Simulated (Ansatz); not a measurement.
# MoS2 (layered bulk) (P6_3/mmc): band gap by G0W0 on PBEsol, part 2 of 3

How far does one-shot GW move the PBEsol gap of MoS2 (layered bulk) (P6_3/mmc)?

Ansatz 0.2.0; PBEsol, then G0W0 on it, plane waves, PAW. Known limits of the many-body steps: finite bands, screening cutoff and k mesh; no spin-orbit coupling in G0W0.

So far. Step 2 (Relaxing the structure): The program's warnings for this run: band table not solved further. The relaxed cell has a = 3.109, c = 11.711 Å (conventional setting).

**3. The PBEsol band structure**

Levels along a band path and on the mesh show where this functional puts the band edges.

This step: DFT, PBEsol, plane waves, PAW; PAW set soft_1.

The input, input.yaml:

```yaml
crystal:
  lattice:
    - [3.1090582659, 0.0, 0.0]
    - [-1.5545291329, 2.6925234401, 0.0]
    - [0.0, 0.0, 11.7111663891]
  atoms:
    - { symbol: Mo, position: [0.3333333333, 0.6666666667, 0.25] }
    - { symbol: S, position: [0.6666666667, 0.3333333333, 0.3834849812] }
    - { symbol: S, position: [0.6666666667, 0.3333333333, 0.1165150188] }
    - { symbol: Mo, position: [0.6666666667, 0.3333333333, 0.75] }
    - { symbol: S, position: [0.3333333333, 0.6666666667, 0.8834849812] }
    - { symbol: S, position: [0.3333333333, 0.6666666667, 0.6165150188] }
kpoints:
  mp_grid: { grid: [12, 12, 2] }
  band_path:
    path:
      - [[0.0, 0.0, 0.0], [0.5, 0.0, 0.0], [0.33333333, 0.33333333, 0.0], [0.0, 0.0, 0.0], [0.0, 0.0, 0.5], [0.5, 0.0, 0.5], [0.33333333, 0.33333333, 0.5], [0.0, 0.0, 0.5]]
      - [[0.5, 0.0, 0.5], [0.5, 0.0, 0.0]]
      - [[0.33333333, 0.33333333, 0.5], [0.33333333, 0.33333333, 0.0]]
    npoints: 10
hamiltonian:
  xc: pbesol
  pseudopotentials: { kind: paw, azcp: { folder: soft_1 }, xc_functional: pbe }
scf:
  occupations: { method: fermi_dirac, width: 0.02 }
  n_extra_bands: 6
output:
  eigenvalues: true
  forces: true
  stress: true
  write_density: true
  write_potential: true
  elf: true
  volumetric_format: npy
```

Run with:

```console
$ ansatz run input.yaml --threads 3 --pin off --max-ram 92160MiB --backend cuda --events-out ev --progress --plain --runs-dir out --devices 1 --max-vram 13GiB
```

Numbers of over 12 decimals in the logs are rounded to 6 here.

Log:

```text
[...]
GPUs: using 1 of 1 available (devices: 1).
[...]
GPU FFT provider: cuFFT
GPU libraries: cuBLAS 13.8.2, cuFFT 12.4.0, cuSOLVER 12.3.4
Crystal: 6 atoms, lattice volume = 98.037 Å³
Basis set: ecut = 420 eV, 1887 PW (Γ), exchange–correlation on 48×48×160 points (8 copies of the dense FFT grid, shifted against one another)
Bands: 32, of which v1, the nominal top of the filled ones, is band 26 counted from 1 (25 counted from 0)
Symmetry: 24 space group operations
[...]
k-points: 38 of 288
[...]
GPU buffer pool allocated for 46080 grid points (all kernels)
[...]
SCF iter   1: F=—  HF=-13341.933399 eV  |F-HF|=—  |Δ(HF+E_count)|=         —  Δρ=6.13e-2  dr2=4.71e0  ethr=3.10e-3  ⟨swp⟩=9.5  Hψ=6885  notcnv=0
[...]
SCF iter   8: F=-13340.307183 eV  HF=-13340.307183 eV  |F-HF|=5.84e-10  |Δ(HF+E_count)|=   2.21e-7  Δρ=2.51e-6  dr2=7.62e-9  ethr=1.92e-10  ⟨swp⟩=14.3  Hψ=10006  notcnv=0
SCF 1 converged in 8 iterations: F = -13340.307183 eV  dr2 = 7.62e-9
[...]
NSCF: frozen V_eff on 93 k-points
SCF converged after 8 iterations
Free energy (F): -13340.307183 eV
[...]
Internal energy: -13340.307183 eV  (E = F + TS)
E sigma→0 (E₀):  -13340.307183 eV
Entropy (-TS):   -0.000000 eV (-0.000 meV/atom)
Fermi energy:    12.742162 eV
[...]
--- Forces (eV/Å), atoms counted from 1 ---
  atom   1  Mo     0.00000000    -0.00000000     0.00000000
  atom   2  S      0.00000000    -0.00000000    -0.01519062
  atom   3  S      0.00000000    -0.00000000     0.01519062
  atom   4  Mo    -0.00000000     0.00000000     0.00000000
  atom   5  S     -0.00000000     0.00000000    -0.01519062
  atom   6  S     -0.00000000     0.00000000     0.01519062
  max |Σ_I F_I| component: 1.97e-17 eV/Å
--- Stress (GPa, compression-positive) ---
        4.033812       0.000000       0.000000
        0.000000       4.033812       0.000000
        0.000000       0.000000       4.186273
  P = ⅓ Tr σ = 4.0846 GPa (40.846 kbar)
--- Band table (eV; the first three rows and the last of 38) ---
  k-point 0: bands = [... 22 lower, 10.2263, 10.8889, 11.5243, 12.4876, 14.5216, 14.5216, 14.5705, 14.5705, ... 2 higher]
  k-point 1: bands = [... 22 lower, 10.1803, 10.1803, 12.2274, 12.2274, 14.5180, 14.5180, 14.5180, 14.5180, ... 2 higher]
  k-point 2: bands = [... 22 lower, 10.2764, 10.9188, 11.5923, 12.2065, 14.4152, 14.4545, 14.4816, 14.5266, ... 2 higher]
  k-point 37: bands = [... 22 lower, 9.3198, 9.3198, 11.5586, 11.5586, 13.5356, 13.5356, 14.4728, 14.4728, ... 2 higher]
```

Elapsed: 7.2 s, on 1 × NVIDIA H100 80GB HBM3 (shared by 6 runs) with 3 threads of AMD EPYC 7R13 (Zen 3), shared host; peak memory 0.97 GiB.

The column dr2 measures how far the density is from self-consistency, as an energy; F and HF (Harris–Foulkes) agree once it is small.

Numbers from this step:

```yaml
pressure: 4.085 GPa
filled_bands: 26
gap: 0.5451 eV
valence_top_at: Γ
conduction_bottom_at: k = (0.167, 0.167, 0.000)
least_direct_gap: 1.793 eV
```

Over mesh and path the gap is 0.545 eV, from k = Γ to k = (0.167, 0.167, 0.000). The least direct gap found is 1.793 eV, at k = (0.333, 0.333, 0.000). The pressure in this cell is 4 GPa; the cell is kept.

The electronic bands at the labelled points (eV, zero at the top of the highest nominally filled band):

| point | band 23 | band 24 | band 25 | band 26 | band 27 | band 28 | band 29 | band 30 |
| --- | --- | --- | --- | --- | --- | --- | --- | --- |
| Γ | -2.26 | -1.60 | -0.96 | 0.00 | 2.03 | 2.03 | 2.08 | 2.08 |
| M | -1.93 | -1.73 | -1.55 | -1.52 | 1.60 | 1.68 | 1.90 | 2.35 |
| K | -2.80 | -2.80 | -1.05 | -0.75 | 1.04 | 1.04 | 1.28 | 2.77 |
| Γ | -2.26 | -1.60 | -0.96 | 0.00 | 2.03 | 2.03 | 2.08 | 2.08 |
| A | -2.31 | -2.31 | -0.26 | -0.26 | 2.03 | 2.03 | 2.03 | 2.03 |
| L | -1.74 | -1.74 | -1.60 | -1.60 | 1.63 | 1.63 | 2.15 | 2.15 |
| H | -3.17 | -3.17 | -0.93 | -0.93 | 1.05 | 1.05 | 1.99 | 1.99 |
| A | -2.31 | -2.31 | -0.26 | -0.26 | 2.03 | 2.03 | 2.03 | 2.03 |
| jump to L | -1.74 | -1.74 | -1.60 | -1.60 | 1.63 | 1.63 | 2.15 | 2.15 |
| M | -1.93 | -1.73 | -1.55 | -1.52 | 1.60 | 1.68 | 1.90 | 2.35 |
| jump to H | -3.17 | -3.17 | -0.93 | -0.93 | 1.05 | 1.05 | 1.99 | 1.99 |
| K | -2.80 | -2.80 | -1.05 | -0.75 | 1.04 | 1.04 | 1.28 | 2.77 |

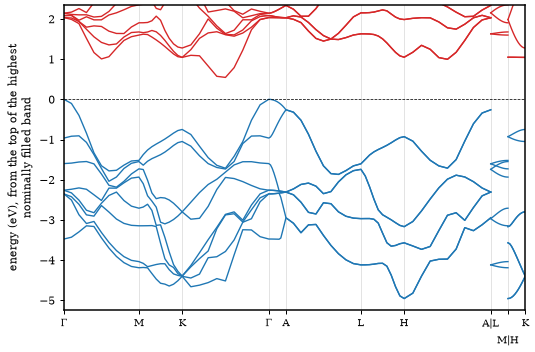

Electronic bands along the path; lines of filled and empty bands in two colours.

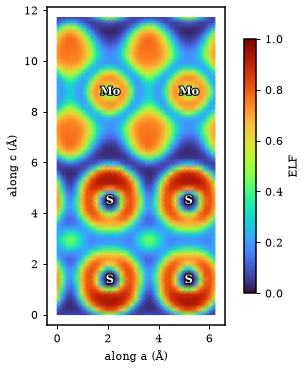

ELF in the ac plane at fractional y = 0.333, with atoms of S and Mo within 0.2 Å of it. It is the smooth field of the valence electrons, not physical close to the nuclei.

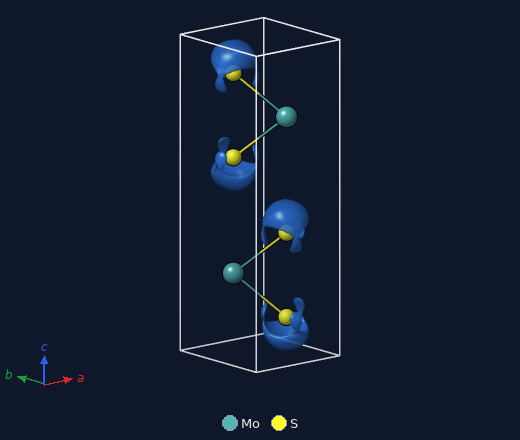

Surface of ELF = 0.85.

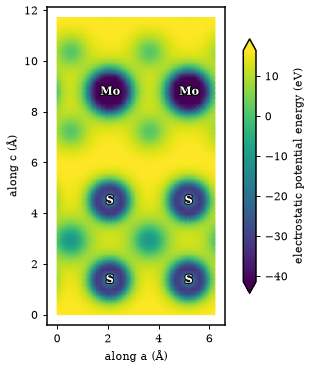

Electrostatic potential energy in the ac plane at fractional y = 0.333, with atoms of S and Mo within 0.2 Å of it. With pseudopotentials it is smooth inside the atoms' cores, unlike the true potential.

**4. One-shot GW**

G0W0 replaces the xc potential by a self-energy built once from the orbitals of the start. Levels are corrected in the window of bands that the input names, at points of the mesh.

This step: G0W0 on PBEsol, plane waves, PAW; PAW set soft_1.

input.yaml, the sections that differ from step 3:

```yaml
kpoints:
  mp_grid: { grid: [9, 9, 2] }
scf:
  occupations: { method: fixed }
gw:
  n_empty_bands: 408
  ecut_chi: 150.0
  qp_bands: [v2, c2]
  qp_kpoints: band_edges
  screening: { model: contour_deformation }
# crystal, hamiltonian: as in step 3
# output: removed
```

Log:

```text
GPUs: using 1 of 1 available (devices: 1).
[...]
GPU FFT provider: cuFFT
GPU libraries: cuBLAS 13.8.2, cuFFT 12.4.0, cuSOLVER 12.3.4
Crystal: 6 atoms, lattice volume = 98.037 Å³
Basis set: ecut = 420 eV, 1887 PW (Γ)
Bands: 32, of which v1, the nominal top of the filled ones, is band 26 counted from 1 (25 counted from 0)
Symmetry: 24 space group operations
[...]
k-points: 24 of 162
[...]
GPU buffer pool allocated for 46080 grid points (all kernels)
[...]
SCF iter   1: F=—  HF=-13341.933250 eV  |F-HF|=—  |Δ(HF+E_count)|=         —  Δρ=6.14e-2  dr2=4.73e0  ethr=3.10e-3  ⟨swp⟩=5.1  Hψ=3477  notcnv=0  defer=35
[...]
SCF iter   8: F=-13340.307116 eV  HF=-13340.307116 eV  |F-HF|=1.31e-8  |Δ(HF+E_count)|=   1.92e-6  Δρ=9.52e-6  dr2=9.78e-8  ethr=1.92e-10  ⟨swp⟩=6.2  Hψ=4142  notcnv=0
SCF 1 converged in 8 iterations: F = -13340.307116 eV  dr2 = 9.78e-8
[...]
NSCF: frozen V_eff on 24 k-points, pencils in batches of 32, up to order 128
the band table was solved once the SCF had ended and its energy, with any forces and stress, was formed, with the checks that follow a solve (3165 applications of the Hamiltonian). They found nothing against the state; the energy, forces and stress were not computed again (output.eigenvalues in the input reference)
[...]
G₀W₀ screening: q 1/24
[... further progress lines ...]
[...]
SCF converged after 8 iterations
Free energy (F): -13340.307116 eV
[...]
Internal energy: -13340.307116 eV  (E = F + TS)
E sigma→0 (E₀):  -13340.307116 eV
Fermi energy:    12.487584 eV
[...]
--- Band table (eV; the first three rows and the last of 24) ---
  k-point 0: bands = [... 22 lower, 10.2263, 10.8889, 11.5242, 12.4876, 14.5216, 14.5216, 14.5705, 14.5705, ... 2 higher]
  k-point 1: bands = [... 22 lower, 10.1803, 10.1803, 12.2274, 12.2274, 14.5181, 14.5181, 14.5181, 14.5181, ... 2 higher]
  k-point 2: bands = [... 22 lower, 10.2841, 10.9336, 11.5599, 11.9998, 14.3352, 14.3451, 14.3833, 14.4688, ... 2 higher]
  k-point 23: bands = [... 22 lower, 9.3198, 9.3198, 11.5587, 11.5587, 13.5356, 13.5356, 14.4728, 14.4728, ... 2 higher]
--- G₀W₀: contour deformation, 8 samples at zero and on the imaginary axis and 1 off it, 162 q-points, 408 empty bands' worth ---
  eigenvalues of the whole cell's RPA ε∞ on this k-mesh (on a slab, of 1 + 4πα/V) = 8.5952, 15.4854, 15.4854; static W/v taken at q = 0 is 0.077884
  gw.qp_kpoints: band_edges: 16 of 24 stored k-points solved, in 1 pass; an edge of the gap read off the rows below is read off those points alone
    valence top: of the k-points left out ik 16 came nearest to being solved in a further pass, in band 26 (counted from 1, as in the quasiparticle table): it holds the edge there only if its correction is more favourable than any solved in that band by at least 1.050 eV; those differ by 0.463 eV
    conduction bottom: of the k-points left out ik 19 came nearest to being solved in a further pass, in band 27 (counted from 1, as in the quasiparticle table): it holds the edge there only if its correction is more favourable than any solved in that band by at least 0.454 eV; those differ by 0.281 eV
    ik  band        ε_KS         Σx   Σc(E_QP)       V_xc       Z   E_QP_lin       E_QP  E_QP is
     0    25     11.5242   -18.6424     1.6742   -16.5369  0.7569    11.0904    11.0930  root
     0    26     12.4876   -19.7167     0.3234   -19.3384  0.7475    12.4327    12.4327  root
     0    27     14.5216   -13.8526    -4.3993   -18.5970  0.7474    14.8686    14.8666  root
     0    28     14.5216   -13.8526    -4.3993   -18.5970  0.7474    14.8686    14.8666  root
     1    25     12.2274   -19.4407     0.6582   -18.6561  0.7499    12.1010    12.1012  root
     1    26     12.2274   -19.4407     0.6582   -18.6561  0.7499    12.1010    12.1012  root
     1    27     14.5181   -13.7702    -4.3737   -18.4734  0.7468    14.8495    14.8476  root
     1    28     14.5181   -13.7702    -4.3737   -18.4734  0.7468    14.8495    14.8476  root
     2    25     11.5599   -18.6927     1.6590   -16.6052  0.7568    11.1290    11.1315  root
     2    26     11.9998   -19.4383     0.5775   -18.7888  0.7475    11.9278    11.9279  root
     2    27     14.3352   -13.9093    -4.3124   -18.4846  0.7389    14.5994    14.5981  root
     2    28     14.3451   -13.7974    -4.4744   -18.6472  0.7524    14.7227    14.7205  root
     3    25     11.9015   -19.3545     0.8303   -18.3857  0.7492    11.7629    11.7630  root
     3    26     11.9015   -19.3545     0.8303   -18.3857  0.7492    11.7629    11.7630  root
     3    27     14.3619   -13.8823    -4.4452   -18.6756  0.7484    14.7120    14.7100  root
     3    28     14.3619   -13.8823    -4.4452   -18.6756  0.7484    14.7120    14.7100  root
     4    25     10.9592   -18.7959     1.8246   -16.5710  0.7496    10.5564    10.5588  root
     4    26     10.9738   -19.2947     1.0903   -18.1513  0.7403    10.9207    10.9207  root
     4    27     13.5536   -13.7971    -4.1177   -18.2315  0.7513    13.8716    13.8703  root
     4    28     13.9733   -14.3213    -4.1565   -18.7983  0.7427    14.2954    14.2937  root
     6    25     10.4682   -19.6944     1.7637   -17.6939  0.7440    10.2304    10.2314  root
     6    26     10.6999   -19.1885     1.2679   -17.8660  0.7397    10.6452    10.6453  root
     6    27     13.6763   -14.3606    -4.3583   -19.1202  0.7458    14.0802    14.0776  root
     6    28     13.8491   -15.3705    -4.4120   -20.2239  0.7393    14.2939    14.2905  root
     8    25     10.8859   -19.1025     1.7108   -17.0589  0.7518    10.5516    10.5532  root
     8    26     10.9471   -18.6331     1.2266   -17.2740  0.7490    10.8143    10.8146  root
     8    27     14.0376   -16.5917    -4.7693   -21.9050  0.7300    14.5874    14.5816  root
     8    28     14.1471   -16.5491    -4.8194   -21.8995  0.7283    14.6843    14.6782  root
    10    25     11.2541   -19.3489     0.9525   -18.3277  0.7428    11.1854    11.1855  root
    10    26     11.2920   -18.8236     1.7411   -16.6702  0.7534    10.8773    10.8797  root
    10    27     13.5506   -13.6525    -3.9746   -17.9079  0.7521    13.8324    13.8314  root
    10    28     14.1102   -14.0892    -4.5567   -19.0901  0.7560    14.5574    14.5544  root
    12    25     10.6925   -19.7689     1.3111   -18.4033  0.7369    10.6380    10.6381  root
    12    26     10.7748   -19.7795     1.2389   -18.5156  0.7369    10.7498    10.7498  root
    12    27     13.1308   -13.6907    -3.9162   -17.9441  0.7563    13.4693    13.4680  root
    12    28     14.0672   -14.8734    -4.5743   -19.8713  0.7377    14.4940    14.4907  root
    13    25     10.7630   -19.7423     1.2937   -18.3921  0.7379    10.7065    10.7065  root
    13    26     10.7630   -19.7423     1.2937   -18.3921  0.7379    10.7065    10.7065  root
    13    27     13.5720   -14.0822    -4.1429   -18.5897  0.7521    13.9383    13.9365  root
    13    28     13.5720   -14.0822    -4.1429   -18.5897  0.7521    13.9383    13.9365  root
[...]
21    25     11.2833   -19.1395     0.7048   -18.4342  0.7465    11.2828    11.2828  root
    21    26     11.2833   -19.1395     0.7048   -18.4342  0.7465    11.2828    11.2828  root
    21    27     13.8542   -15.7566    -4.2644   -20.4516  0.7395    14.2882    14.2848  root
    21    28     13.8542   -15.7566    -4.2644   -20.4516  0.7395    14.2882    14.2848  root
    22    25     11.4385   -18.8996     0.4605   -18.4762  0.7480    11.4756    11.4756  root
    22    26     11.7379   -19.4805     0.3253   -19.2055  0.7477    11.7882    11.7882  root
    22    27     13.5312   -16.2024    -4.0538   -20.7101  0.7425    13.9879    13.9850  root
    22    28     13.5312   -16.2024    -4.0538   -20.7101  0.7425    13.9879    13.9850  root
    23    25     11.5587   -19.0606     0.3837   -18.7213  0.7482    11.6031    11.6031  root
    23    26     11.5587   -19.0606     0.3837   -18.7213  0.7482    11.6031    11.6031  root
    23    27     13.5356   -16.1886    -4.0524   -20.6929  0.7426    13.9904    13.9875  root
    23    28     13.5356   -16.1886    -4.0524   -20.6929  0.7426    13.9904    13.9875  root
```

Wall time 87 s (1 × NVIDIA H100 80GB HBM3 (shared by 6 runs) with 3 threads); peak memory 2.1 GiB; 2.6 min of CPU time.

This step gave:

| Quantity | Value |
| --- | --- |
| bands summed | 434 |
| RPA ε∞ on this mesh (eigenvalues) | 8.595, 15.49, 15.49 |
| plane waves in the screening matrix | 401 |
| q-points in the mesh | 162 |
| G0W0 gap over the corrected points | 1.035 eV |
| k of the valence top | 0, 0, 0 |
| k of the conduction bottom | 0.1111, 0.2222, 0 |
| starting gap on the mesh | 0.6432 eV |
| Z at the valence top | 0.7475 |
| Z at the conduction bottom | 0.7563 |
| least direct G0W0 gap over the corrected points | 2.197 eV |

Over 16 of 24 irreducible mesh points the G0W0 gap is 1.035 eV, from k = Γ to k = (0.111, 0.222, 0.000). The PBEsol gap of this run on the mesh is 0.643 eV. The two states that bound the G0W0 gap lie that far apart at the start, so the correction of the gap is 1.035 − 0.643 = +0.392 eV. The start of this run differs from the step before in mesh (12×12×2 and 9×9×2).

Labels follow the order of the start: v1 is the top filled band, c1 the lowest empty one; levels that stay degenerate share a row, the window can cut a multiplet, doubted levels are not marked in this list, bands outside the window were not corrected, and the list may be a part of the corrected levels. The levels before and after the correction (eV, zero at the valence-band top of each column):

|  | conduction bottom | valence top |
| --- | --- | --- |
| Kohn-Sham | 0.64 | 0.00 |
| G0W0 | 1.04 | 0.00 |

|  | level | occupation | energy (eV) |
| --- | --- | --- | --- |
| Kohn-Sham | Γ v2 | 2 | -0.963 |
| Kohn-Sham | Γ v1 | 2 | 0.000 |
| Kohn-Sham | Γ c1-c2 | 0 | 2.034 |
| Kohn-Sham | (0.111 0.222 0) v2 | 2 | -1.795 |
| Kohn-Sham | (0.111 0.222 0) v1 | 2 | -1.713 |
| Kohn-Sham | (0.111 0.222 0) c1 | 0 | 0.643 |
| Kohn-Sham | (0.111 0.222 0) c2 | 0 | 1.580 |
| G0W0 | Γ v2 | 2 | -1.340 |
| G0W0 | Γ v1 | 2 | 0.000 |
| G0W0 | Γ c1-c2 | 0 | 2.434 |
| G0W0 | (0.111 0.222 0) v2 | 2 | -1.795 |
| G0W0 | (0.111 0.222 0) v1 | 2 | -1.683 |
| G0W0 | (0.111 0.222 0) c1 | 0 | 1.035 |
| G0W0 | (0.111 0.222 0) c2 | 0 | 2.058 |

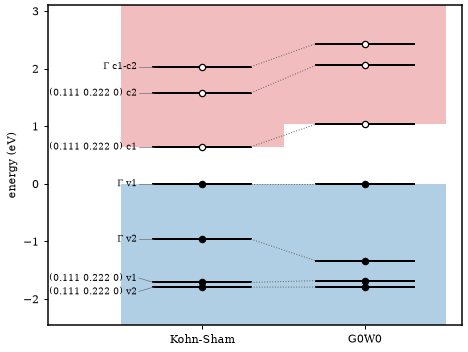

Levels before and after the correction. Shaded: valence and conduction bands. Filled marks are occupied levels, open marks empty ones.

The parts of the quasiparticle energy for the two states that bound the G0W0 gap, in eV on the run's own scale (QP = start + Σx + Σc − Vxc, with Σc at the quasiparticle energy):

| edge | k | band | start | Σx | Σc | Vxc | Z | QP |
| --- | --- | --- | --- | --- | --- | --- | --- | --- |
| valence top | Γ | 26 | 12.488 | −19.717 | 0.323 | −19.338 | 0.748 | 12.433 |
| conduction bottom | (0.111, 0.222, 0.000) | 27 | 13.131 | −13.691 | −3.916 | −17.944 | 0.756 | 13.468 |

(Continued in part 3 of 3.)

[Paths, hosts, dates, memory and timing lines, banners, echoed tables and standing remarks are left out of the program output.]

[Logs are printed without paths, hosts, clocks, repeated set-up lines and the standing remarks that a program may print on its own settings, such as how far it seeks lower states.]

[Runs of the session that timed out or met a known fault of the program may be left out.]

[Cells called generated may have been cut or substituted from an entry of the Crystallography Open Database or the Materials Project.]

[Hosts, paths, dates, database ids (printed as entryN), source tags and the programs' standing remarks are cut or masked in the printed files.]

[Where an RPA ε∞ is given, it is that of the G0W0 mesh and is not shown converged in it. Names of k-points follow the symmetry that the program found, which can be lower than the space group named. Band edges on a path are those of the sampled points; other points can move an edge, and change direct to indirect where valleys lie close.]

[Hybrid gaps are those of their k-mesh and are not shown converged in it.]
